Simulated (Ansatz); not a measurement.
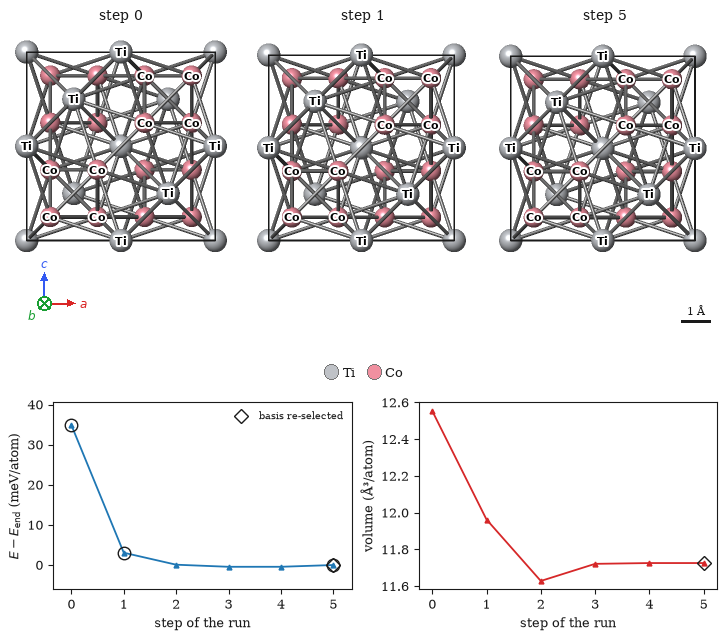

Frames of a relaxation of solid TiCo$_{2}$ (set up in Fd-3m), marked on the history of the run. Style: ball-and-stick. Shown: the conventional cell (4 times the calculation's cell), along the b axis. Lengths and directions refer to the drawn axes.

Case: relaxed functional: PBEsol.

These are results of Ansatz, DFT PBEsol, scalar-relativistic, plane waves, PAW, not measurements.

The input:
```yaml
crystal:
  lattice:
    - [0.0, 3.352, 3.352]
    - [3.352, 0.0, 3.352]
    - [3.352, 3.352, 0.0]
  atoms:
    - { symbol: Ti, position: [0.5, 0.5, 0.5], spin: -0.31 }
    - { symbol: Ti, position: [0.75, 0.75, 0.75], spin: -0.31 }
    - { symbol: Co, position: [0.125, 0.125, 0.125], spin: 0.82 }
    - { symbol: Co, position: [0.625, 0.125, 0.125], spin: 0.82 }
    - { symbol: Co, position: [0.125, 0.125, 0.625], spin: 0.82 }
    - { symbol: Co, position: [0.125, 0.625, 0.125], spin: 0.82 }
basis:
  ecutwfc: 420
kpoints:
  mp_grid: { grid: [10, 10, 10] }
hamiltonian:
  xc: pbesol
scf:
  occupations: { method: gaussian, width: 0.1 }
output:
  forces: true
  stress: true
  eigenvalues: true
  populations: true
magnetization:
  spin_polarized: true
relax:
  adjacent_minimum: "off"
  f_tol: 0.01
  max_steps: 60
  cell: { stress_tol: 0.05 }
```

Run as
```bash
ansatz run input.yaml --threads 1 --pin off --max-ram 2560MiB --backend cpu --events-out ev --progress --plain --runs-dir out
```

> What happens along the run?

No atom moves by more than 0.005 Å relative to the cell. The drawn cell changes as follows: a = b = c 6.704 → 6.553 Å (−2.2 %); the volume changes by −6.6 %. Some distances before and after: Ti1–Ti2 2.903 → 2.838 Å, Ti1–Co3 2.779 → 2.717 Å, Co3–Co4 2.370 → 2.317 Å. The space group stays Fd-3m (No. 227). After 4 accepted moves (5 points after the start) the energy has fallen by 34.9 meV per atom. All forces vanish by symmetry, so only the cell relaxes. The pressure goes from −11.67 to −0.04 GPa. At 1 point the geometry stayed and the basis and grid were re-selected for the new cell (energy shift of 0.4 meV per atom at most each time). The program noted that the starting moments weren't kept. The run took 3.7 min on 1 thread of Oxide Virtual Turin-like Processor (Zen 5), on a shared host, peak memory 0.67 GiB. From step 0 to 1: volume −4.7 %, energy −31.8 meV per atom. From step 1 to 5: volume −2.0 %, energy −3.1 meV per atom.
